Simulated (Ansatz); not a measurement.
A series of calculations on Si128C127

Part 1: Relaxation

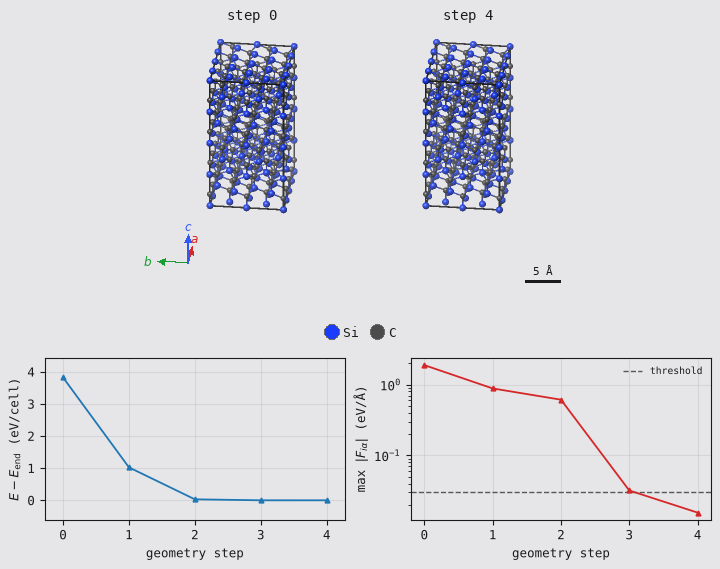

First and last geometry of a relaxation of a defect cell of composition Si128C127 (cell charge +1), with the history of the run. The picture is a ball-and-stick view of the cell of the calculation, seen from a free direction.

Computed with Ansatz, DFT, PBEsol, PAW, plane waves. (plane-wave cutoff 420 eV; k-point mesh 1 × 1 × 1; mesh shifted by (0.25, 0.25, 0.25); collinear spin; atoms relaxed in a fixed cell; force threshold 0.03 eV/Å; at most 80 steps)

What do the curves and the structures tell?

Answer. It converged. The energy falls by 3.825 eV per cell of the calculation in 4 geometry steps. The largest force component goes from 1.9 to 0.016 eV/Å. The largest move is that of a Si atom, 0.12 Å roughly along [3 1 1]. By element the largest moves are Si 0.12 Å, C 0.11 Å. The lattice vectors keep their values. Some distances before and after: C–Si 1.985 → 1.890 Å, C–Si 1.823 → 1.903 Å, C–Si 1.936 → 1.858 Å, C–Si 1.959 → 1.883 Å. Bond angles that change, for instance: C–Si–C 107.5° → 113.3°, Si–C–Si 104.6° → 109.5°, Si–C–Si 108.4° → 112.9°. The run took 45 s on 1 × NVIDIA GB300 Max-Q with 8 threads of Arm Neoverse-V2, peak memory 2.9 GiB.

Limits of the set-up: the cell is charged, on a uniform background, and energies carry no finite-size correction.

Part 2: Relaxation

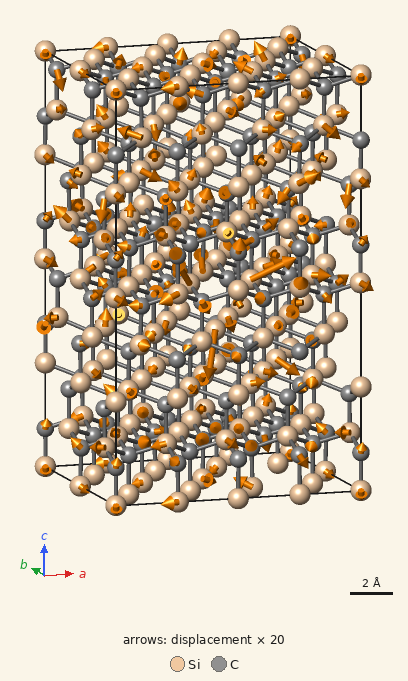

A relaxation of a defect cell of composition Si128C127 (cell charge +2). The starting structure is drawn; orange arrows show the displacements, 20 times their true length.

The picture is a ball-and-stick view of the cell of the calculation, seen slightly off an axis.

The calculation used DFT, PBEsol, PAW, plane waves (Ansatz). Settings: plane-wave cutoff 420 eV; k-point mesh 1 × 1 × 1; mesh shifted by (0.25, 0.25, 0.25); collinear spin; atoms relaxed in a fixed cell; force threshold 0.03 eV/Å; at most 80 steps.

Which element moves most?

Answer. Silicon: up to 0.13 Å, against 0.07 Å for carbon.

What did the optimiser do to the structure, and how much energy did it gain?

Answer. After 4 geometry steps the energy has fallen by 4.083 eV per cell of the calculation. The largest force component goes from 1.9 to 0.0059 eV/Å. The largest move is that of a Si atom, 0.13 Å along [3 −2 1]. By element the largest moves are Si 0.13 Å, C 0.07 Å. The cell doesn't change. Near-neighbour distances that change, for instance: C–Si 1.985 → 1.892 Å, C–Si 1.823 → 1.917 Å, C–Si 1.936 → 1.851 Å, C–Si 1.959 → 1.880 Å. Bond angles that change, for instance: Si–C–Si 111.3° → 105.6°, C–Si–C 107.5° → 112.7°, Si–C–Si 109.8° → 105.0°. The program noted that the starting moments weren't kept.

Limits of the set-up: the cell is charged, on a uniform background, and energies carry no finite-size correction.

Part 3: Defect

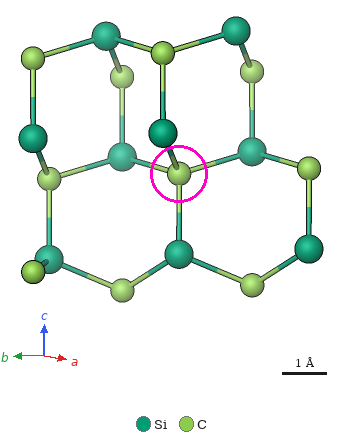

Perfect SiC. A ball-and-stick model of the atoms within 4.6 Å of one point, in a slice 3.4 Å thick across the line of sight, seen from a free direction.

These are results of Ansatz, DFT, PBEsol, PAW, plane waves, not measurements. (plane-wave cutoff 420 eV; k-point mesh 1 × 1 × 1; mesh shifted by (0.25, 0.25, 0.25); collinear spin) Fermi-Dirac smearing of 0.01 eV. A uniform background neutralises the charged cell. The axes drawn are those of the host's conventional cell.

A carbon atom is taken out (a vacancy) at the ringed place, in charge state +2. The supercell has 256 sites, and the atoms are relaxed at the host's cell.

Question: Predict the relaxed surroundings of the defect.

Answer: Around the empty C site the host had 4 Si at 1.88 to 1.90 Å; after relaxation the nearest atoms are 4 Si at 1.98 to 2.03 Å. Of the host's atoms, a silicon atom moves furthest from its site, by 0.13 Å. The cell ends without a net magnetic moment.

The relaxed defect, seen from the same direction:

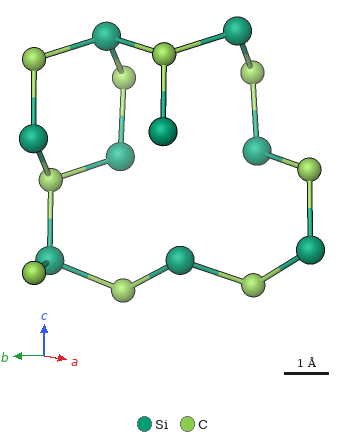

Limits of the set-up: the cell is charged, on a uniform background, and energies carry no finite-size correction.
